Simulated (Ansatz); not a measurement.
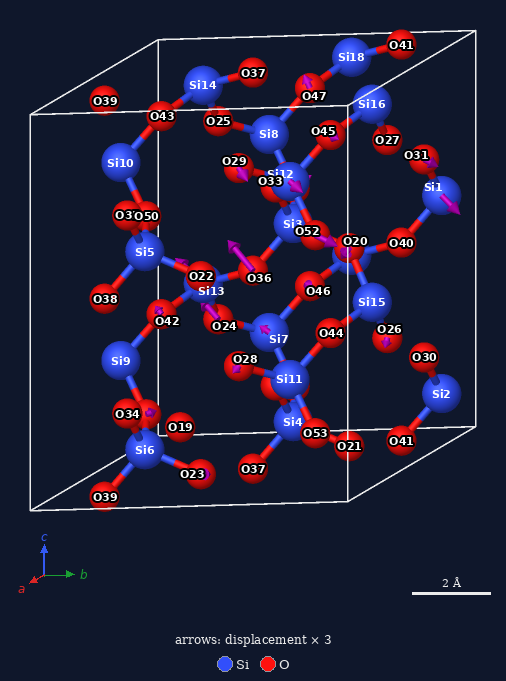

This is a relaxation of a defect cell of composition Si18O35. The starting structure is drawn; purple arrows show the displacements, 3 times their true length.

The picture is a ball-and-stick view of the cell of the calculation (origin shifted), seen slightly off an axis.

The calculation used DFT, PBE, plane-wave PAW, default files, scalar-relativistic, frozen cores in Ansatz 0.2.0. Set-up: plane-wave cutoff 420 eV; k-point mesh 3 × 3 × 2; occupations fermi dirac; smearing width 0.01 eV; no spin polarisation; potentials kind: paw, frozen_core: stored; atoms relaxed in a fixed cell; force threshold 0.02 eV/Å; at most 50 steps.

Question: What happened in the run?

Answer: After 7 geometry steps the energy has fallen by 1.403 eV per cell of the calculation. The largest force component goes from 2.9 to 0.0024 eV/Å. The largest move is that of an O atom, 0.38 Å roughly along [−2 −2 1]. Largest moves by element: O 0.38 Å, Si 0.36 Å. The cell stays as it was. Among the contacts that change: Si–Si 2.992 → 2.402 Å, O–Si 1.603 → 1.645 Å, O–Si 1.603 → 1.622 Å. New bonds form: Si–Si (2.99 → 2.40 Å). Among the angles between lasting bonds that change: Si–O–Si 137.0° → 149.5°, O–Si–O 109.8° → 104.1°, O–Si–O 107.6° → 113.2°. Cost: 3.4 min on 4 threads of Intel(R) Xeon(R) Platinum 8375C CPU @ 2.90GHz (Ice Lake), on a shared host, peak memory 3.2 GiB.

Limits of the set-up: the periodic images lie only 8.3 Å apart, so the values are limited by the cell's size.
